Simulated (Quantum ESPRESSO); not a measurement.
**KMgF3: 7 runs along one coordinate**

System: KMgF3 (Pm-3m, 5 atoms in the cell).
Method: Kohn-Sham DFT of a periodic cell, PBE, SSSP 1.3 efficiency PBE, no spin polarisation (Quantum ESPRESSO 7.5).

The 7 runs differ only in the geometry, by an even scaling of the cell at fixed fractional positions. The structure derives from an entry of the Crystallography Open Database.

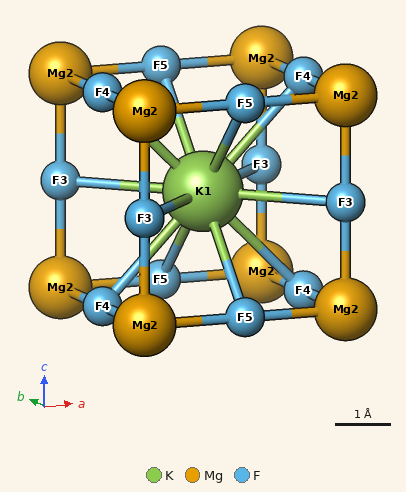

Figure 1. The structure of run 4 (ball-and-stick view of the cell of the calculation, seen slightly off an axis; atoms are numbered from 1 in the order of the input).

### Input of run 4
```
&CONTROL
  calculation = 'scf'
  prefix = 'pwscf'
  outdir = './tmp'
  pseudo_dir = './pseudo'
  tprnfor = .true.
  tstress = .true.
  disk_io = 'nowf'
/
&SYSTEM
  ibrav = 0
  nat = 5
  ntyp = 3
  ecutwfc = 60
  ecutrho = 480
  nbnd = 24
  occupations = 'smearing'
  smearing = 'fd'
  degauss = 0.00367493
/
&ELECTRONS
  conv_thr = 1d-09
  electron_maxstep = 120
  mixing_beta = 0.5
/
ATOMIC_SPECIES
K     39.0983 K.pbe-spn-kjpaw_psl.1.0.0.UPF
Mg    24.3050 Mg.pbe-n-kjpaw_psl.0.3.0.UPF
F     18.9984 f_pbe_v1.4.uspp.F.UPF
CELL_PARAMETERS angstrom
   3.9859000000    0.0000000000    0.0000000000
   0.0000000000    3.9859000000    0.0000000000
   0.0000000000    0.0000000000    3.9859000000
ATOMIC_POSITIONS crystal
K      0.5000000000    0.5000000000    0.5000000000
Mg     0.0000000000    0.0000000000    0.0000000000
F      0.0000000000    0.0000000000    0.5000000000
F      0.0000000000    0.5000000000    0.0000000000
F      0.5000000000    0.0000000000    0.0000000000
K_POINTS automatic
7 7 7 0 0 0
```

Command:
```bash
OMP_NUM_THREADS=1 pw.x -in pw.in > pw.out
```

Lattice vectors (Å) and fractional positions of run 4:
```
   3.985900    0.000000    0.000000
   0.000000    3.985900    0.000000
   0.000000    0.000000    3.985900
K   0.500000  0.500000  0.500000
Mg  0.000000  0.000000  0.000000
F   0.000000  0.000000  0.500000
F   0.000000  0.500000  0.000000
F   0.500000  0.000000  0.000000
```

Run 2 differs from it as follows:
```diff
-   3.9859000000    0.0000000000    0.0000000000
-   0.0000000000    3.9859000000    0.0000000000
-   0.0000000000    0.0000000000    3.9859000000
+   3.9320298828    0.0000000000    0.0000000000
+   0.0000000000    3.9320298828    0.0000000000
+   0.0000000000    0.0000000000    3.9320298828
```

### Results, with one run withheld

| run | volume per atom (Å³) | free energy per atom, from the lowest run given (meV) | pressure (GPa) | gap on the mesh (eV) |
| --- | --- | --- | --- | --- |
| 1 | 11.905 | 36.62 | 9.45 | 7.83 |
| 2 | 12.159 | ? | ? | ? |
| 3 | 12.412 | 13.44 | 5.32 | 7.50 |
| 4 | 12.665 | 6.42 | 3.57 | 7.34 |
| 5 | 12.918 | 2.02 | 1.99 | 7.19 |
| 6 | 13.172 | 0.00 | 0.56 | 7.05 |
| 7 | 13.425 | 0.11 | −0.72 | 6.91 |

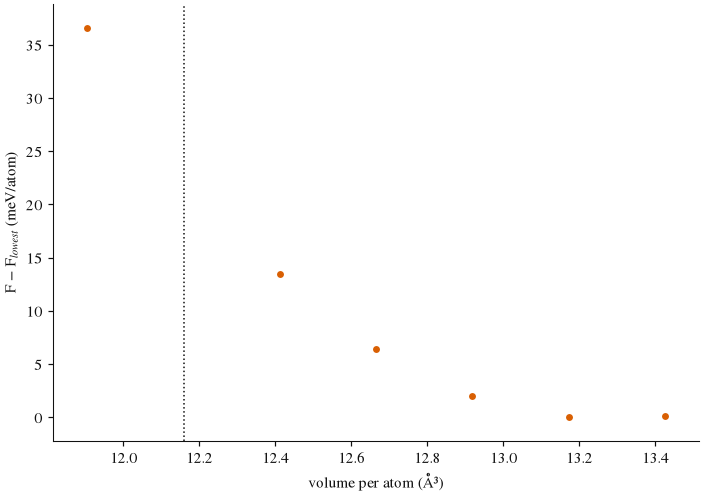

Figure 2. Free energy per atom of the runs given; the dotted line marks run 2.

Estimate the energy of run 2 from the others.

A cubic polynomial in V^(−2/3) (the Birch–Murnaghan form), fitted to the 6 runs given, misses them by under 0.01 meV per atom. With x = V^(−2/3) − 0.18339 Å⁻², it reads F = 4.9874 + 2043.5 x + 2.0232e+05 x² + 2.3764e+05 x³ (meV per atom). At run 2 it gives 23.38 meV per atom, and the run itself gives 23.40. The slope of the fit gives a pressure −dF/dV of 7.28 GPa there, and the run prints 7.28 GPa. The fit has its minimum at 13.283 Å³ per atom, where V d²F/dV² gives 67.7 GPa: the bulk modulus at this level, since symmetry fixes the shape and the positions. The gap on the mesh goes, without turning, from 7.83 eV in run 1 to 6.91 eV in run 7; run 2 has 7.66 eV. These are gaps of this functional on this mesh, which can miss the band edges; they aren't the measured gap.

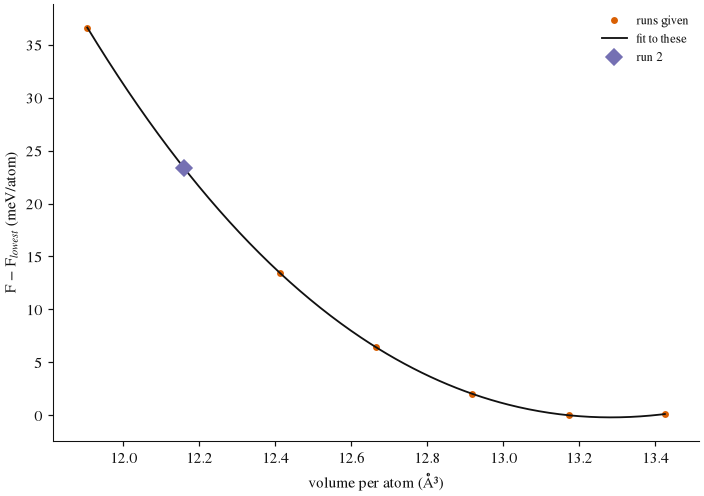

Figure 3. The fit and the withheld run.

### Some lines of the output (run 2)
```
[...]
     number of k points=    20  Fermi-Dirac smearing, width (Ry)=  0.0037
     total energy              =    -293.04969213 Ry
     total energy              =    -293.19132602 Ry
     total energy              =    -293.20365984 Ry
     total energy              =    -293.20469574 Ry
     total energy              =    -293.20472572 Ry
     total energy              =    -293.20472686 Ry
     total energy              =    -293.20472702 Ry
     total energy              =    -293.20472703 Ry
     the Fermi energy is     3.9188 ev
!    total energy              =    -293.20472703 Ry
     The total energy is F=E-TS. E is the sum of the following terms:
     Computing stress (Cartesian axis) and pressure
          total   stress  (Ry/bohr**3)                   (kbar)     P=       72.79
```
